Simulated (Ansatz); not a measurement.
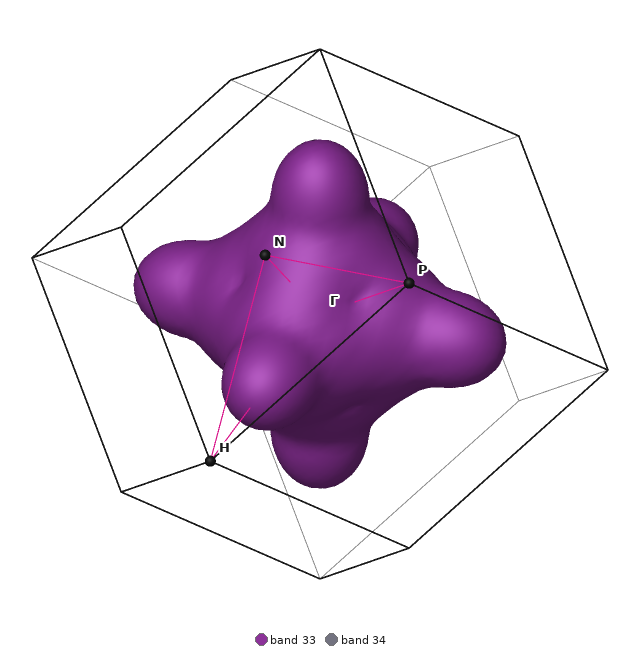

Constant-energy surfaces of Si3N4 (space group I-43d, No. 220), 0.20 eV above the conduction-band minimum (one colour a band).

All numbers here come from DFT PBE, scalar-relativistic, plane waves, PAW; levels and slopes on a dense k mesh at the converged density in Ansatz 0.2.0. No spin polarisation. k mesh for the levels: 22×22×22. Cell and positions as given, without relaxation.

Masses come from a second pass at points close to the extrema; at the energies drawn a band may no longer be parabolic.

### Where are the valleys, how many are there, and what are their masses?

Band 33 forms the conduction edge; band 34 begins 0.08 eV higher (on the Γ–H line). Within this energy: six equivalent minima on the Γ–H line, principal masses 0.49, 0.95 and 0.95 mₑ; six equivalent minima on the Γ–H line, 0.04 eV above the edge, principal masses 0.55, 0.55 and 0.77 mₑ.

Where one band's surface lies inside another's, the outer one hides all or part of it.
